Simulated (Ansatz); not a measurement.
Consider this structure.

```cif
data_structure
_symmetry_space_group_name_H-M 'P 1'
_symmetry_Int_Tables_number 1
_cell_length_a 2.8478
_cell_length_b 2.8478
_cell_length_c 4.2503
_cell_angle_alpha 90.000
_cell_angle_beta 90.000
_cell_angle_gamma 120.000
_cell_volume 29.85
loop_
_atom_site_label
_atom_site_type_symbol
_atom_site_fract_x
_atom_site_fract_y
_atom_site_fract_z
_atom_site_occupancy
Ti1 Ti 0.00000 0.00000 0.00000 1
Al1 Al 0.33333 0.66667 0.50000 1
```

Q: What would you see if this were drawn?

A: The solid is TiAl. It takes space group P-6m2 (No. 187) on a primitive hexagonal lattice. There are 2 atoms in the cell: 1 Ti, 1 Al. Each Ti has six Ti and six Al in an anticuboctahedral arrangement (2.85 Å to Ti, 2.69 Å to Al). About every Al there are six Ti and six Al in an anticuboctahedral arrangement (2.69 Å to Ti, 2.85 Å to Al). The bonds build a three-dimensional framework.

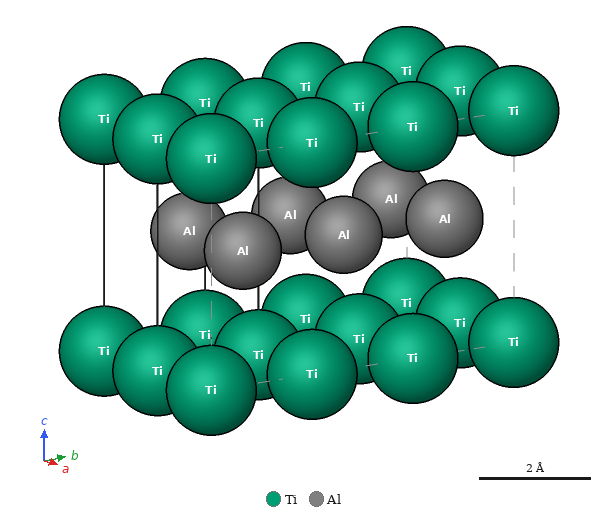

Spheres-only drawing of the structure, looking slightly off an axis. Shown are 2×3×1 repeats of the conventional unit cell, one of them outlined in solid lines.

Provenance: a structure listed in the Materials Project. The cell was then strained or its atoms displaced on purpose. It went into a calculation with Ansatz.

At this level of theory the run's own cell isn't at rest (compressed, at 13 GPa), so its distances can differ from those at equilibrium, the more so the softer the solid.
